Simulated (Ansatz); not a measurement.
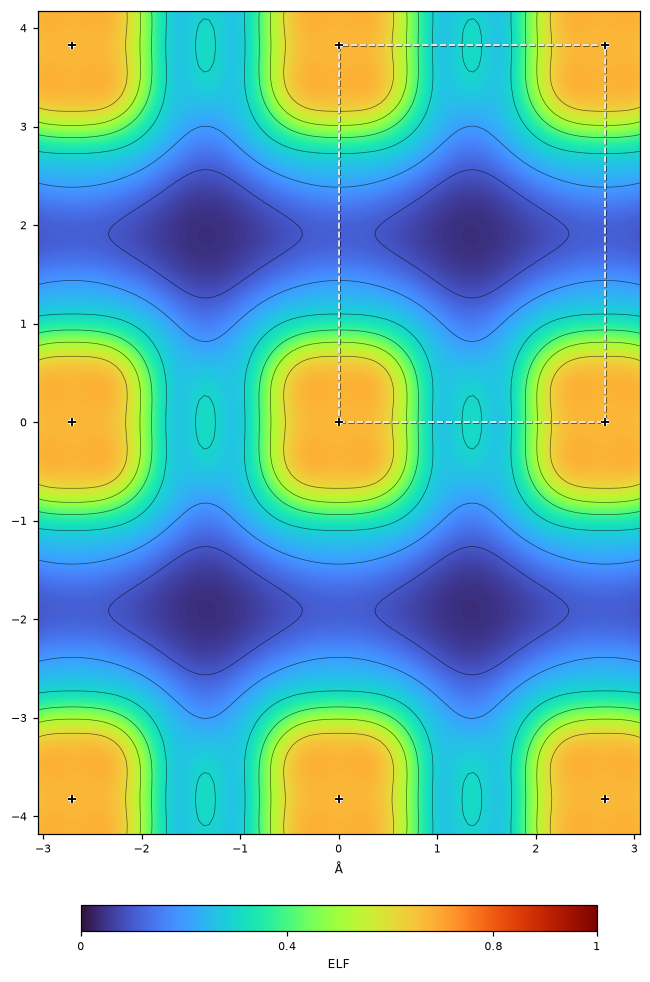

The electron localisation function on a plane through atoms (crosses mark nuclei in the plane).

Method: DFT, r2SCAN, plane waves (500 eV) with PAW, scalar-relativistic in Ansatz 0.2.0.

Candidates:
A. W, a = 2.76 Å, b = 2.76 Å, c = 9.83 Å, α = 90.00°, β = 90.00°, γ = 120.00°. Space group P6₃/mmc; set up as W, dhcp; a generated structure, not necessarily the stable one.
B. V, a = 2.72 Å, b = 2.72 Å, c = 9.54 Å, α = 90.00°, β = 90.00°, γ = 120.00°. Space group P6₃/mmc; set up as V, dhcp; a generated structure, not necessarily the stable one; changed on purpose from its base cell (volume × 1.12); computed pressure about −17 GPa in this cell; computed without spin polarisation.
C. Pt, a = 2.70 Å, b = 2.70 Å, c = 2.70 Å, α = 90.00°, β = 90.00°, γ = 90.00°. Space group Pm-3m; set up as Pt, simple cubic; a generated structure, not necessarily the stable one; changed on purpose from its base cell (volume × 1.12); computed pressure about −17 GPa in this cell.

Question: Which system is this?

Answer: Candidate C: Pt on the (110) plane of the conventional cell, which holds Pt. Pt–Pt (2.70 Å): the ELF is about 0.30 at the midpoint: no localised pair shows between them.
